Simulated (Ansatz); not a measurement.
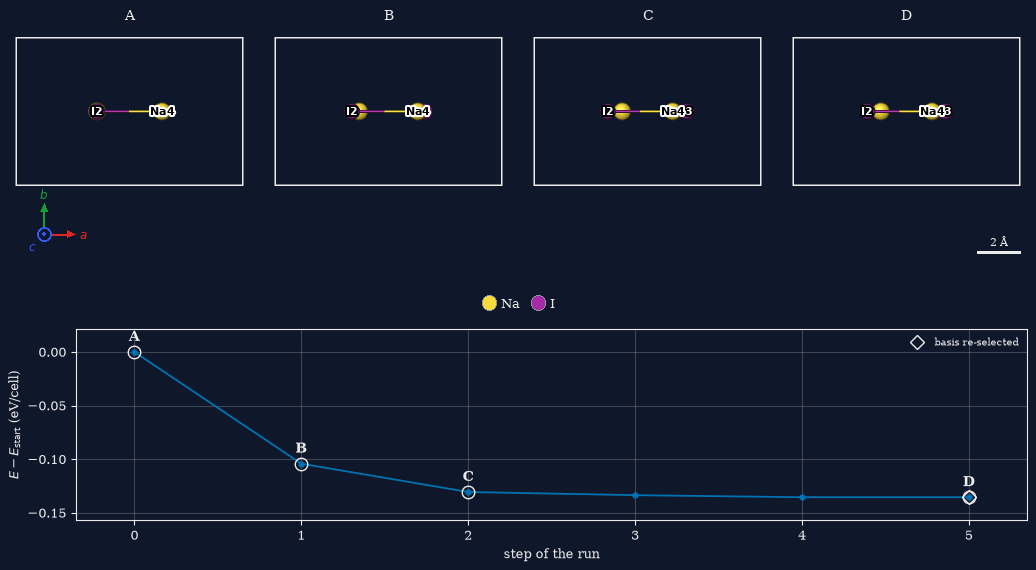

Frames of a relaxation of a wire of composition NaI, marked on the history of the run. Style: ball-and-stick. Shown: the cell of the calculation, with the vacuum cut short, along the c axis.

These are results of Ansatz, DFT PBE, scalar-relativistic, plane waves, PAW; settings changed, not measurements.

Input file:
```yaml
crystal:
  lattice:
    - [12.1, 0.0, 0.0]
    - [0.0, 9.3, 0.0]
    - [0.0, 0.0, 5.8753744014]
  atoms:
    - { symbol: Na, position: [0.3725383653, 0.5, 0.0], spin: 0.5 }
    - { symbol: I, position: [0.3725383653, 0.5, 0.5], spin: 0.5 }
    - { symbol: I, position: [0.6274616347, 0.5, 0.0], spin: 0.5 }
    - { symbol: Na, position: [0.6274616347, 0.5, 0.5], spin: 0.5 }
basis:
  ecutwfc: 420
kpoints:
  mp_grid: { grid: [1, 1, 11] }
hamiltonian:
  xc: pbe
scf:
  occupations: { method: gaussian, width: 0.05 }
  initial_density: { chi_scale: 0.3 }
output:
  forces: true
  eigenvalues: true
  stress: true
magnetization:
  spin_polarized: true
relax:
  adjacent_minimum: "off"
  f_tol: 0.01
  max_steps: 45
  cell: { fix: [a, b, alpha, beta, gamma], stress_tol: 0.03 }
```

Command:
```bash
ansatz run input.yaml --threads 2 --pin off --max-ram 5120MiB --backend cpu --events-out ev --progress --plain --runs-dir out
```

### What happens along the run?

The largest moves relative to the layer's centre, 0.33 Å, are those of Na1 and Na4. Largest moves by element: Na 0.33 Å, I 0.31 Å. Along the periodic axis the drawn cell goes c 5.875 → 5.856 Å (−0.3 %). Near-neighbour distances that change, for instance: I3–Na4 2.938 → 2.998 Å, I2–Na4 3.085 → 3.065 Å. Among the angles between lasting bonds that change: Na4–I3–Na4 180.0° → 155.3°, I2–Na1–I2 180.0° → 155.3°, Na1–I3–Na4 90.0° → 77.6°. After 4 accepted moves (5 points after the start) the energy has fallen by 0.135 eV per cell of the calculation. Largest force component: 0.26 eV/Å at the start, 0.0054 eV/Å at the end. The SCF was repeated once at an unchanged geometry on a basis and grid sized afresh for the cell, which shifted the energy by less than 0.05 meV per cell of the calculation at most. The program noted that the starting moments weren't kept. Cost: 69 s on 2 threads of Arm Neoverse V1, with other jobs on the host, peak memory 0.89 GiB. From step 0 to 1: I atoms move most (0.19 Å), energy −0.104 eV per cell of the calculation. From step 1 to 2: Na atoms move most (0.19 Å), energy −26.4 meV per cell of the calculation. From step 2 to 5: I atoms move most (0.02 Å), energy −4.8 meV per cell of the calculation.

```tsv
step	E − E(0), meV/atom	largest force component, eV/Å	note
0	0.00	0.2647	
1	-26.04	0.1238	
2	-32.64	0.0506	
3	-33.37	0.0626	
4	-33.85	0.0054	
5	-33.85	0.0054	same geometry, new basis
```
